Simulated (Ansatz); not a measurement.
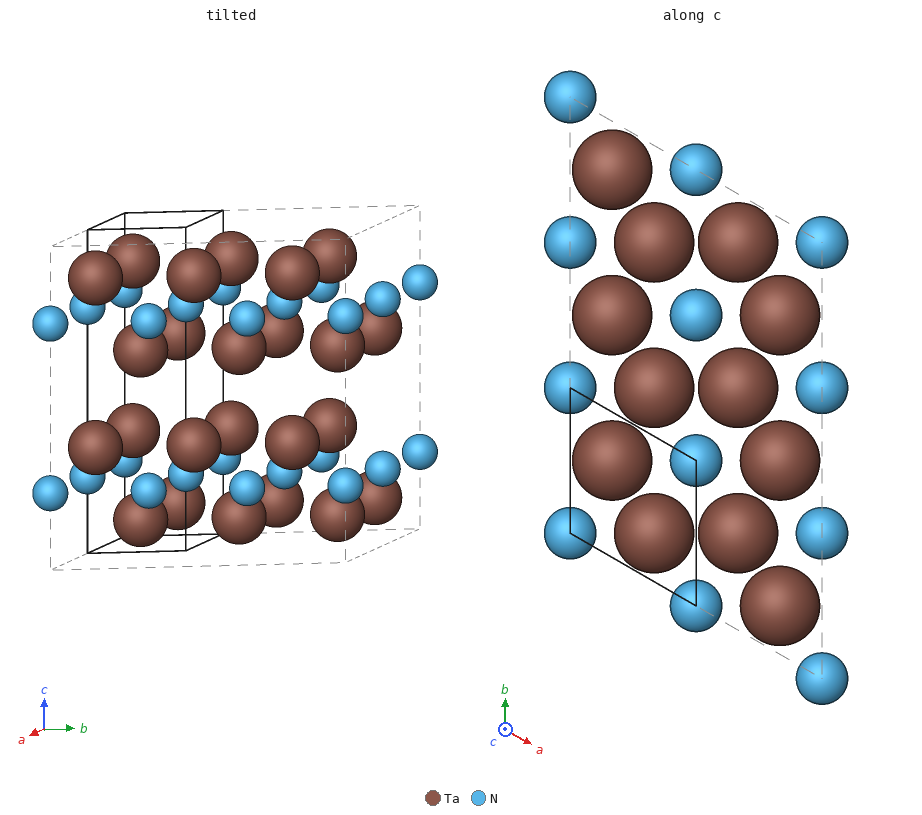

Spheres-only drawing of the structure, looking slightly off an axis and along the c axis. The solid box is one conventional unit cell, and 2×3×1 cells are shown. Cell: a = 3.101 Å, b = 3.101 Å, c = 10.264 Å, α = 90.00°, β = 90.00°, γ = 120.00°.

Notes on the structure:

- Its composition is Ta2N.
- The lattice is primitive hexagonal and the space group P-3m1 (No. 164).
- Cell content: 4 Ta, 2 N, that is 2 formula units.

Its origin is a structure listed in the Materials Project. The cell was then strained or its atoms displaced on purpose. A calculation with Ansatz used it as input.

At this level of theory the run's own cell isn't at rest (stretched, at -7 GPa and forces up to 1.8 eV/Å), so its distances can differ from those at equilibrium, the more so the softer the solid.
